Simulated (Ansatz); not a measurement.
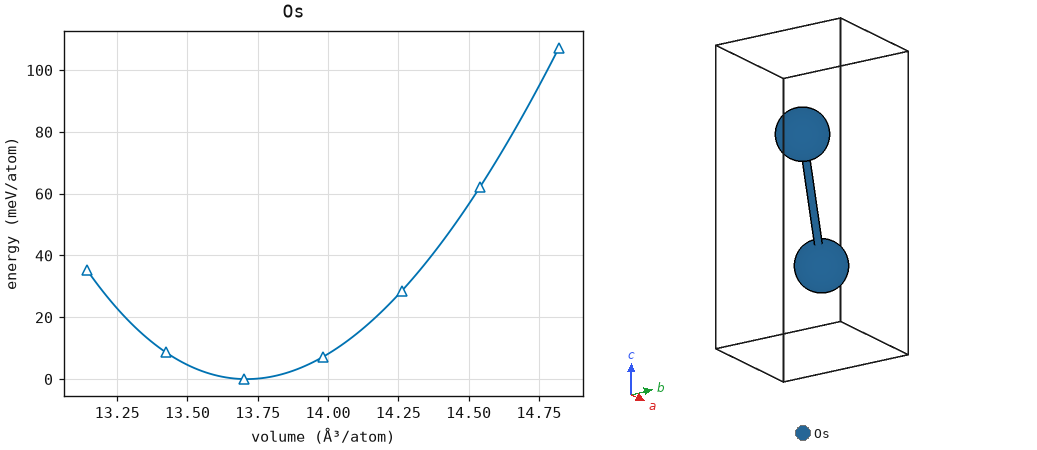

The plot gives the computed energy against volume for Os, space group P6_3/mmc (No. 194). The conventional cell is drawn beside the plot.

Starting cell:
```xyz
2
Lattice="2.7341 0.0000 0.0000 -1.3671 2.3678 0.0000 0.0000 0.0000 4.3197" Properties=species:S:1:pos:R:3 pbc="T T T"
Os    1.3671    0.7893    3.2398
Os    0.0000    1.5785    1.0799
```

Computed with Ansatz 0.2.0: plane-wave DFT, spinors without magnetism; energies at scaled volumes of the given cell, shape and fractions fixed, counted from the fit's minimum, third-order Birch-Murnaghan fit. Level: LDA, spin-orbit coupling, no spin polarisation.

k mesh 11×11×6; occupations Fermi–Dirac; smearing width 0.05 eV; potentials Ansatz PAW; wave cutoff 420 eV; density cutoff 1680 eV.

From this curve and the settings, what does the calculation give for the pressure at the same points?

The pressure falls from 20.72 GPa at volume 13.14 Å³/atom to −28.66 GPa at 14.82 Å³/atom, and changes sign near 13.71 Å³/atom.

```tsv
volume (Å³/atom)	pressure (GPa)
13.14	20.72
13.42	9.88
13.70	0.24
13.98	-8.32
14.26	-15.93
14.54	-22.68
14.82	-28.66
```

Caveats: shape and atomic fractions are frozen while scaling, which makes layered, chain and framework solids too stiff.
